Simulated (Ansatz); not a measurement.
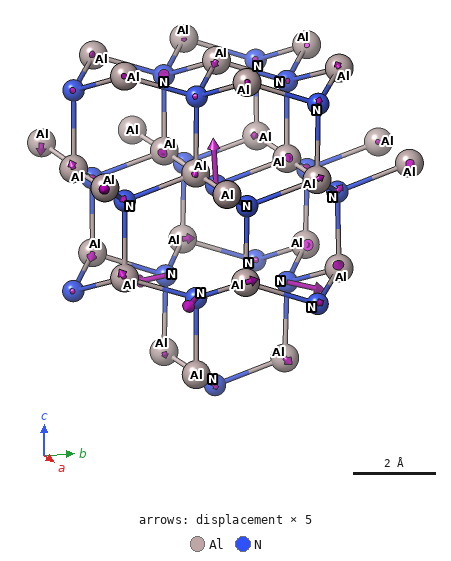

This is a relaxation of a defect cell of composition Al₄₇N₄₈. The starting structure is drawn; purple arrows show the displacements, magnified 5 times.

Style: ball-and-stick. Shown: the atoms within 5.0 Å of the atom that moves most (axes of the cell of the calculation (origin shifted)), slightly off an axis.

Level of theory: DFT, PBEsol, PAW, plane waves in Ansatz 0.2.0. (plane-wave cutoff 420 eV; k-point mesh 1 × 1 × 1; collinear spin; atoms relaxed in a fixed cell; force threshold 0.03 eV/Å; at most 80 steps)

### What happened in the run?

After 4 geometry steps the energy has fallen by 1.872 eV per cell of the calculation. Largest force component: 1.9 eV/Å at the start, 0.0052 eV/Å at the end. The largest move is that of an N atom, 0.24 Å along +c. Largest moves by element: N 0.24 Å, Al 0.08 Å. The lattice vectors keep their values. Some distances before and after: Al–N 1.942 → 1.860 Å, Al–N 1.948 → 1.878 Å, Al–N 1.944 → 1.900 Å, Al–N 1.854 → 1.897 Å. Bond angles that change, for instance: Al–N–Al 106.8° → 117.1°, N–Al–N 108.6° → 100.9°, Al–N–Al 109.0° → 116.4°.
